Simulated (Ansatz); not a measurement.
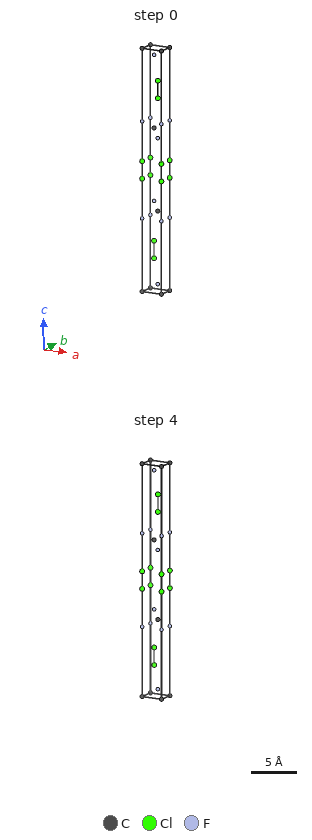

The structure of crystalline CCl$_{2}$F$_{2}$ (built on the CaGa2As2-166 type type) before (top) and after (bottom) a relaxation, at one scale.

A ball-and-stick model of the conventional cell (3 times the calculation's cell), seen slightly off an axis. Lengths and directions refer to the drawn axes.

All numbers below come from DFT, r2SCAN+rVV10, plane waves, PAW in Ansatz. Set-up: plane-wave cutoff 500 eV; k-point mesh 8 × 8 × 8; occupations fermi dirac; smearing width 0.03 eV; no spin polarisation; cell and atoms relaxed; force threshold 0.01 eV/Å; at most 120 steps.

**Summarise the run.**

The largest moves relative to the cell, 0.042 Å, are those of Cl atoms. Largest moves by element: Cl 0.042 Å, F 0.036 Å. C stays in place. Cell: a = b 3.162 → 3.182 Å (+0.6 %), c 27.408 → 26.237 Å (−4.3 %). Volume −3.1 %. The space group stays R-3m (No. 166). Over 3 accepted moves (4 points after the start) the energy falls by 21.1 meV per cell of the calculation. Largest force component: 0.11 eV/Å at the start, 0.0022 eV/Å at the end. Pressure: 0.30 GPa at the start and −0.01 GPa at the end. The SCF was repeated once at an unchanged geometry on a basis and grid sized afresh for the cell, which shifted the energy by 0.9 meV per cell of the calculation at most. The run took 45 s on 2 threads of Arm Neoverse V2, with other jobs on the host, peak memory 0.71 GiB.
